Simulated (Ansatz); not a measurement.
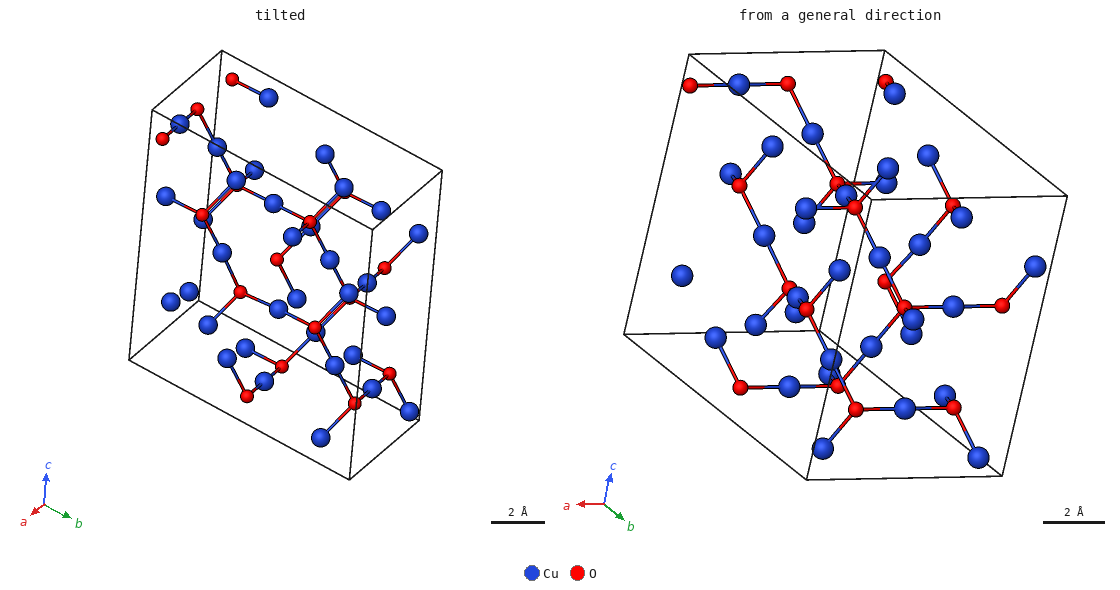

The image is a ball-and-stick drawing of a crystal, viewed slightly off an axis and from a general direction. The frame is the supercell; atoms at its boundary are shown with their periodic copies. The host is Cu₂O, in a cell of 42 sites, and the cell is neutral.

Spot the defect.

A copper vacancy. Around the empty site lie two O at about 1.8 Å.

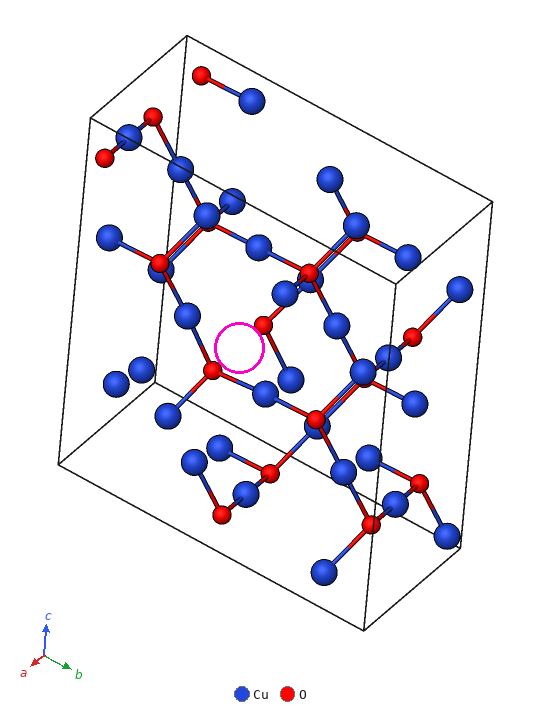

The same cell with a ring at the defect's site.

The cell started as a structure listed in the Materials Project, repeated into a supercell with a point defect put in. Earlier steps of the study may have refined or changed the cell and positions. It was set up as input for a calculation with Ansatz.
